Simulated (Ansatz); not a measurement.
Structure (in its standard cell), coordinates from a relaxation with DFT, PBEsol, plane waves (420 eV) with PAW, scalar-relativistic in Ansatz 0.2.0; the starting structure was generated, so it need not be a known form of this composition:

```cif
data_structure
_symmetry_space_group_name_H-M 'P6/mmm'
_symmetry_Int_Tables_number 191
_cell_length_a 4.1859
_cell_length_b 4.1859
_cell_length_c 2.2551
_cell_angle_alpha 90.000
_cell_angle_beta 90.000
_cell_angle_gamma 120.000
_cell_volume 34.22
loop_
_atom_site_label
_atom_site_type_symbol
_atom_site_symmetry_multiplicity
_atom_site_Wyckoff_symbol
_atom_site_fract_x
_atom_site_fract_y
_atom_site_fract_z
_atom_site_occupancy
Cr1 Cr 1 a 0.00000 0.00000 0.00000 1
Cr2 Cr 2 d 0.33333 0.66667 0.50000 1
```

Q: Predict the [100] zone-axis pattern (200 kV, kinematic, B = 0.5 Å²).

A: The spots form a rectangular net whose two shortest vectors correspond to d = 3.63 Å and 2.26 Å, 90.0° apart. They are 0 1 0 (itself too weak to see) and 0 0 1. The pattern has symmetry 2mm. Reflections such as 0 1 0, 0 2 0, 0 1 -2 are allowed but too weak to see at this display level.

Strongest reflections with d > 0.87 Å, one of each family (|F|² from tabulated Gaussian fits of the electron scattering factors, times a small damping for the curvature of the Ewald sphere):

```csv
hkl,d (Å),I (strongest = 100)
0 1 1,1.915,100
0 3 0,1.208,77
0 0 2,1.128,63
0 2 1,1.413,52
0 0 1,2.255,34
0 3 1,1.065,6
```

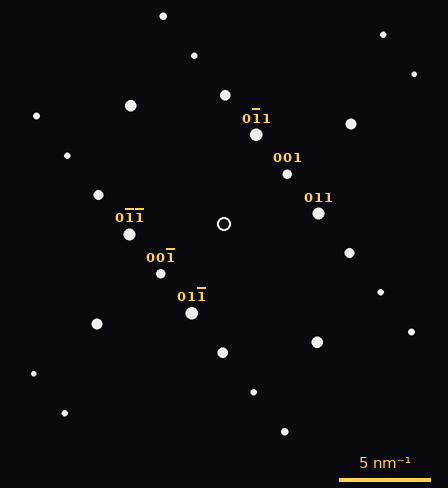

Calculated pattern, seen from the source side with [100] pointing towards the source.
